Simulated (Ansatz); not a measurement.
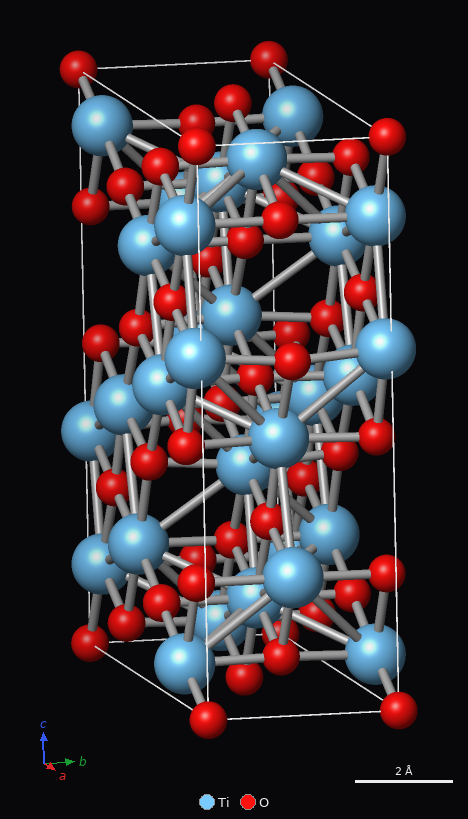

Crystal structure, ball-and-stick style, seen slightly off an axis. Thin lines show the conventional unit cell, with boundary atoms drawn in all their periodic places. Cell: a = 9.167 Å, b = 4.101 Å, c = 11.980 Å, α = 90.00°, β = 94.27°, γ = 90.00°.

The compound is Ti10O13. The atoms follow space group C2/m (No. 12); the Bravais lattice is base-centred monoclinic. The cell holds 46 atoms (20 Ti, 26 O), Z = 2. The coordination, counted out to bonding distance, is Ti 12 to 14 (mean 13.2) and O 4 to 5 (mean 4.6). Not all metal-metal contacts are counted.

Provenance: a structure listed in the Materials Project. Atoms and cell were optimised with DFT PBEsol, scalar-relativistic, plane waves, PAW (Ansatz 0.2.0).
